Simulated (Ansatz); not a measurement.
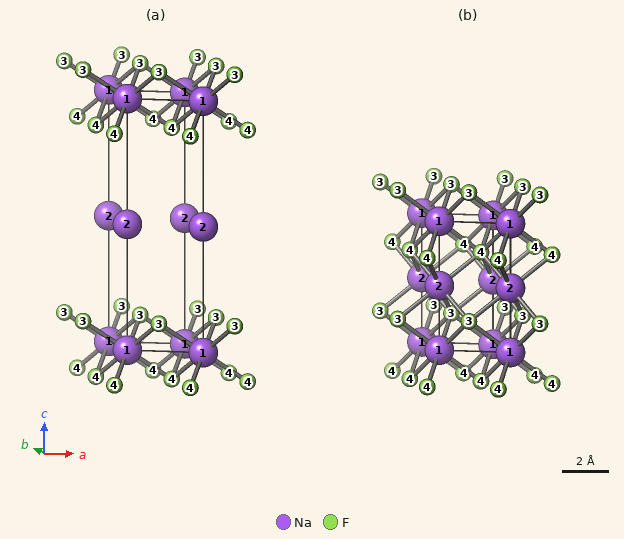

The structure of crystalline NaF (a generated structure, set up in P-3m1) before (left) and after (right) a relaxation, at one scale.

The picture is a ball-and-stick view of the cell of the calculation, seen slightly off an axis.

Computed with DFT PBE, scalar-relativistic, plane waves, PAW in Ansatz. (plane-wave cutoff 420 eV; k-point mesh 18 × 18 × 4; occupations gaussian; smearing width 0.1 eV; collinear spin; cell and atoms relaxed; force threshold 0.01 eV/Å; at most 80 steps)

### Summarise the run.

The energy falls by 1305 meV per atom in 16 accepted moves (18 points after the start). Largest force component: 0.04 eV/Å at the start, under 0.0001 eV/Å at the end. Pressure: −1.25 GPa at the start and −0.04 GPa at the end. At 2 points the geometry stayed and the basis and grid were re-selected for the new cell (energy shift of 2.8 meV per atom at most each time). The largest moves relative to the cell, 0.74 Å, are those of F3 and F4. F4 goes along −c. Na stays in place. The volume changes by −55.0 %, with a = b 3.474 → 3.255 Å (−6.3 %), c 11.117 → 5.696 Å (−48.8 %). Some distances before and after: Na1–Na2 5.558 → 2.848 Å, Na2–F3 4.676 → 2.358 Å, Na1–Na1 3.474 → 3.255 Å, Na1–F3 2.409 → 2.358 Å. New bonds form: Na2–F3 (4.68 → 2.36 Å), Na2–F4 (4.68 → 2.36 Å). Among the angles between lasting bonds that change: Na1–F3–Na1 92.3° → 87.3°, F3–Na1–F3 92.3° → 87.3°, F3–Na1–F4 87.7° → 92.7°. The space group (tolerance 0.01 Å) goes from P-3m1 (No. 164) to P6_3/mmc (No. 194). The program noted that the starting moments weren't kept. The run took 11 min on 1 thread of Arm Neoverse V1, with other jobs on the host, peak memory 0.71 GiB.
